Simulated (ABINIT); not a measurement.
## Dielectric calculation of KZnF$_{3}$ (part 1 of 3)

- system: KZnF$_{3}$ (Pm-3m, 5 atoms in the cell)
- method: Kohn-Sham DFT of a periodic cell, LDA, PseudoDojo NC SR LDA v0.4.1 standard, no spin polarisation (ABINIT 10.8.3)

The structure derives from an entry of the Crystallography Open Database.

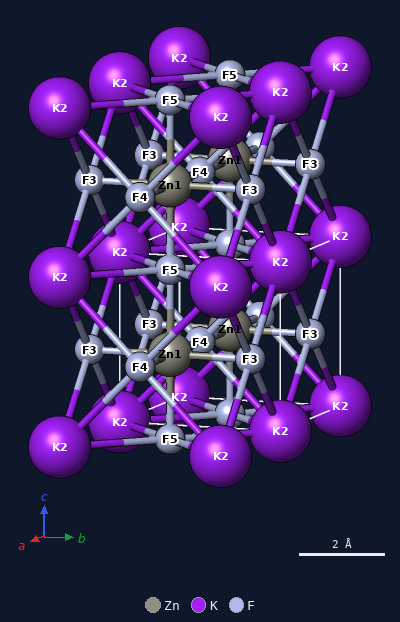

*The input geometry (ball-and-stick view of the cell of the calculation, repeated 2 × 1 × 2, seen slightly off an axis; atoms are numbered from 1 in the order of the input). An atom can appear more than once, as a periodic image.*

Results in brief:

```json
{"quantity": "outcome", "value": "converged"}
{"quantity": "space group (tolerance 0.01 Å)", "value": "Pm-3m (221)"}
{"quantity": "electrons treated", "value": "50"}
{"quantity": "free energy", "value": "−8511.5690 eV"}
{"quantity": "Fermi energy", "value": "1.258 eV"}
{"quantity": "pressure", "value": "−5.24 GPa"}
{"quantity": "largest force (length of the vector)", "value": "under 0.001 eV/Å"}
{"quantity": "ε∞ (xx, yy, zz)", "value": "2.44, 2.44, 2.44"}
{"quantity": "Born charges (mean of the diagonal)", "value": "Zn1 (2.33 e); K2 (1.20 e); all 3 F atoms (−1.17 e)"}
{"quantity": "hardware", "value": "1 thread of Arm Neoverse V2, 112 GiB of memory available, shared host"}
{"quantity": "wall time", "value": "12 min"}
{"quantity": "peak memory", "value": "0.28 GiB"}
```

Notes:

The cell is under a tension of 5.2 GPa at this level, so it is not at its equilibrium volume.

The input:
```
ndtset 3

pp_dirpath "./"
pseudos "Zn.upf, K.upf, F.upf"

acell 7.6533908047 7.6533908047 7.6533908047
rprim
     1.0000000000     0.0000000000     0.0000000000
     0.0000000000     1.0000000000     0.0000000000
     0.0000000000     0.0000000000     1.0000000000
ntypat 3
znucl 30 19 9
natom 5
typat 1 2 3 3 3
xred
            1/2            1/2            1/2
            0.0            0.0            0.0
            1/2            0.0            1/2
            0.0            1/2            1/2
            1/2            1/2            0.0

ecut 40.0

ngkpt 4 4 4
nshiftk 1
shiftk 0.5 0.5 0.5

ixc 7

nband 25
occopt 1

nstep 80
diemac 6.0

prteig 0
prtebands 0
prtwf 0
prtden 0
prtpot 0

kptopt1 1
tolvrs1 1.0e-15
prtwf1 1

iscf2 -3
rfelfd2 2
rfdir2 1 1 1
getwfk2 1
kptopt2 2
nqpt2 1
qpt2 0.0 0.0 0.0
tolwfr2 1.0e-18
prtwf2 1

rfelfd3 3
rfdir3 1 1 1
getwfk3 1
getddk3 2
kptopt3 2
nqpt3 1
qpt3 0.0 0.0 0.0
tolvrs3 1.0e-8
```

File mrgddb.in:
```
merged_DDB
KZnF3
2
runo_DS1_DDB
runo_DS3_DDB
```

File anaddb.abi:
```
ddb_filepath "merged_DDB"
output_file "anaddb.abo"
outdata_prefix "ana"
asr 1
chneut 1
dipdip 1
dieflag 2
enunit 0
```

Launched with:
```bash
abinit run.abi > log 2>&1
mrgddb < mrgddb.in > mrgddb.log 2>&1
anaddb anaddb.abi > anaddb.log 2>&1
```

The program's output:
```
.Version 10.8.3 of ABINIT
 DATASET    1 : space group Pm -3 m (#221); Bravais cP (primitive cubic)
================================================================================
 Values of the parameters that define the memory need for DATASET  1.
     intxc =       0    ionmov =       0      iscf =       7    lmnmax =       6
     lnmax =       6     mgfft =      45  mpssoang =       3    mqgrid =    3001
     natom =       5  nloc_mem =       1    nspden =       1   nspinor =       1
    nsppol =       1      nsym =      48    n1xccc =    2501    ntypat =       3
    occopt =       1   xclevel =       1
       mpw =        5442          nfft =       91125          nkpt =           4
================================================================================
================================================================================

 DATASET    2 : space group Pm -3 m (#221); Bravais cP (primitive cubic)
================================================================================
 Values of the parameters that define the memory need for DATASET  2 (RF).
     intxc =       0      iscf =      -3    lmnmax =       6     lnmax =       6
     mgfft =      45  mpssoang =       3    mqgrid =    3001     natom =       5
  nloc_mem =       1    nspden =       1   nspinor =       1    nsppol =       1
      nsym =      48    n1xccc =    2501    ntypat =       3    occopt =       1
   xclevel =       1
      nfft =       91125          nkpt =          32
================================================================================
================================================================================

 DATASET    3 : space group Pm -3 m (#221); Bravais cP (primitive cubic)
================================================================================
 Values of the parameters that define the memory need for DATASET  3 (RF).
     intxc =       0      iscf =       7    lmnmax =       6     lnmax =       6
     mgfft =      45  mpssoang =       3    mqgrid =    3001     natom =       5
  nloc_mem =       1    nspden =       1   nspinor =       1    nsppol =       1
      nsym =      48    n1xccc =    2501    ntypat =       3    occopt =       1
   xclevel =       1
      nfft =       91125          nkpt =          32
================================================================================
================================================================================

--------------------------------------------------------------------------------
------------- Echo of variables that govern the present computation ------------
--------------------------------------------------------------------------------
 -outvars: echo values of preprocessed input variables --------
            acell      7.6533908047E+00  7.6533908047E+00  7.6533908047E+00 Bohr
              amu      6.53900000E+01  3.90983000E+01  1.89984032E+01
           diemac      6.00000000E+00
             ecut      4.00000000E+01 Hartree
           getddk1          0
           getddk2          0
           getddk3          2
           getwfk1          0
           getwfk2          1
           getwfk3          1
             iscf1          7
             iscf2         -3
             iscf3          7
              ixc           7
           jdtset        1    2    3
           kptopt1          1
           kptopt2          2
           kptopt3          2
         kptrlatt        4    0    0      0    4    0      0    0    4
          kptrlen      3.06135632E+01
            natom           5
            nband1         25
            nband2         25
            nband3         25
           ndtset           3
            ngfft          45      45      45
             nkpt1          4
             nkpt2         32
             nkpt3         32
             nqpt1          0
             nqpt2          1
             nqpt3          1
            nstep          80
             nsym          48
           ntypat           3
        optdriver1          0
        optdriver2          1
        optdriver3          1
           prtden           0
        prtebands           0
           prteig           0
            prtwf1          1
            prtwf2          1
            prtwf3          0
           rfelfd1          0
           rfelfd2          2
           rfelfd3          3
           shiftk      5.00000000E-01  5.00000000E-01  5.00000000E-01
          spgroup         221
           tolvrs1     1.00000000E-15
           tolvrs2     0.00000000E+00
           tolvrs3     1.00000000E-08
           tolwfr1     0.00000000E+00
           tolwfr2     1.00000000E-18
           tolwfr3     0.00000000E+00
            typat      1  2  3  3  3
           xangst      2.0249999986E+00  2.0249999986E+00  2.0249999986E+00
                       0.0000000000E+00  0.0000000000E+00  0.0000000000E+00
                       2.0249999986E+00  0.0000000000E+00  2.0249999986E+00
                       0.0000000000E+00  2.0249999986E+00  2.0249999986E+00
                       2.0249999986E+00  2.0249999986E+00  0.0000000000E+00
            xcart      3.8266954023E+00  3.8266954023E+00  3.8266954023E+00
                       0.0000000000E+00  0.0000000000E+00  0.0000000000E+00
                       3.8266954023E+00  0.0000000000E+00  3.8266954023E+00
                       0.0000000000E+00  3.8266954023E+00  3.8266954023E+00
                       3.8266954023E+00  3.8266954023E+00  0.0000000000E+00
             xred      5.0000000000E-01  5.0000000000E-01  5.0000000000E-01
                       0.0000000000E+00  0.0000000000E+00  0.0000000000E+00
                       5.0000000000E-01  0.0000000000E+00  5.0000000000E-01
                       0.0000000000E+00  5.0000000000E-01  5.0000000000E-01
                       5.0000000000E-01  5.0000000000E-01  0.0000000000E+00
            znucl       30.00000   19.00000    9.00000

================================================================================

 chkinp: Checking input parameters for consistency, jdtset=   1.

 chkinp: Checking input parameters for consistency, jdtset=   2.

 chkinp: Checking input parameters for consistency, jdtset=   3.

================================================================================
== DATASET  1 ==================================================================

--- !DatasetInfo
iteration_state: {dtset: 1, }
dimensions: {natom: 5, nkpt: 4, mband: 25, nsppol: 1, nspinor: 1, nspden: 1, mpw: 5442, }
cutoff_energies: {ecut:  40.0, pawecutdg:  -1.0, }
electrons: {nelect:   5.00000000E+01, charge:   0.00000000E+00, occopt:   1.00000000E+00, tsmear:   1.00000000E-02, }
meta: {optdriver: 0, ionmov: 0, optcell: 0, iscf: 7, paral_kgb: 0, }
...

 Exchange-correlation functional for the present dataset will be:
  LDA: Perdew-Wang 92 LSD fit to Ceperley-Alder data - ixc=7
  J.P.Perdew and Y.Wang, PRB 45, 13244 (1992)

 Real(R)+Recip(G) space primitive vectors, cartesian coordinates (Bohr,Bohr^-1):
 R(1)=  7.6533908  0.0000000  0.0000000  G(1)=  0.1306610  0.0000000  0.0000000
 R(2)=  0.0000000  7.6533908  0.0000000  G(2)=  0.0000000  0.1306610  0.0000000
 R(3)=  0.0000000  0.0000000  7.6533908  G(3)=  0.0000000  0.0000000  0.1306610
 Unit cell volume ucvol=  4.4829270E+02 bohr^3
 Angles (23,13,12)=  9.00000000E+01  9.00000000E+01  9.00000000E+01 degrees

 getcut: wavevector=  0.0000  0.0000  0.0000  ngfft=  45  45  45
         ecut(hartree)=     40.000   => boxcut(ratio)=   2.01931

--- Pseudopotential description ------------------------------------------------
- pspini: atom type   1  psp file is ./Zn.upf
  30.00000  20.00000  180309                  znucl, zion, pspdat
12 -1012 2 -1 1296                            pspcod,pspxc,lmax,lloc,mmax
     nproj     2     2     2

- pspini: atom type   2  psp file is ./K.upf
  19.00000   9.00000  180309                  znucl, zion, pspdat
12 -1012 2 -1 2170                            pspcod,pspxc,lmax,lloc,mmax
     nproj     2     2     2

- pspini: atom type   3  psp file is ./F.upf
   9.00000   7.00000  201202                  znucl, zion, pspdat
12 -1012 2 -1 824                             pspcod,pspxc,lmax,lloc,mmax
     nproj     2     2     1

   2.48925671E+03                                ecore*ucvol(ha*bohr**3)
--------------------------------------------------------------------------------

================================================================================

--- !BeginCycle
iteration_state: {dtset: 1, }
solver: {iscf: 7, nstep: 80, nline: 4, wfoptalg: 0, }
tolerances: {tolvrs: 1.00E-15, }
...

     iter   Etot(hartree)      deltaE(h)  residm     vres2
 ETOT  1  -299.86116158285    -2.999E+02 2.479E-01 4.084E+04
 ETOT  2  -292.99164688090     6.870E+00 2.774E-01 9.813E+04
 ETOT  3  -309.58845933630    -1.660E+01 2.924E-01 1.347E+04
 ETOT  4  -311.69018244726    -2.102E+00 2.462E-01 5.378E+03
 ETOT  5  -312.46197252982    -7.718E-01 2.114E-01 2.310E+03
 ETOT  6  -312.50186543221    -3.989E-02 7.126E-03 2.385E+03
 ETOT  7  -312.65053721058    -1.487E-01 1.049E-03 1.236E+03
 ETOT  8  -312.71570585265    -6.517E-02 3.306E-04 7.301E+02
 ETOT  9  -312.70985828969     5.848E-03 5.986E-06 7.759E+02
 ETOT 10  -312.75646511764    -4.661E-02 3.889E-03 1.325E+02
 ETOT 11  -312.76825399319    -1.179E-02 3.433E-05 9.044E+01
 ETOT 12  -312.78137937259    -1.313E-02 5.153E-05 4.564E+01
 ETOT 13  -312.78446438834    -3.085E-03 5.856E-06 3.482E+01
 ETOT 14  -312.79436872575    -9.904E-03 2.824E-04 2.609E-02
 ETOT 15  -312.79438931795    -2.059E-05 1.124E-06 1.117E-02
 ETOT 16  -312.79439220860    -2.891E-06 1.722E-07 4.612E-04
 ETOT 17  -312.79439229404    -8.543E-08 4.839E-09 8.832E-05
 ETOT 18  -312.79439232325    -2.922E-08 8.092E-11 3.672E-06
 ETOT 19  -312.79439232441    -1.152E-09 7.549E-12 2.584E-07
 ETOT 20  -312.79439232445    -3.848E-11 3.291E-13 1.263E-07
 ETOT 21  -312.79439232447    -2.444E-11 1.224E-12 1.719E-09
 ETOT 22  -312.79439232447     1.933E-12 8.915E-15 1.709E-10
 ETOT 23  -312.79439232447    -3.865E-12 2.967E-16 2.150E-12
 ETOT 24  -312.79439232449    -2.126E-11 8.858E-18 1.231E-13
 ETOT 25  -312.79439232448     1.745E-11 9.729E-19 1.642E-15
 ETOT 26  -312.79439232447     8.640E-12 6.326E-20 2.002E-16

 At SCF step   26       vres2   =  2.00E-16 < tolvrs=  1.00E-15 =>converged.

 Cartesian components of stress tensor (hartree/bohr^3)
  sigma(1 1)=  1.78269834E-04  sigma(3 2)=  0.00000000E+00
  sigma(2 2)=  1.78269834E-04  sigma(3 1)=  0.00000000E+00
  sigma(3 3)=  1.78269834E-04  sigma(2 1)=  0.00000000E+00
```
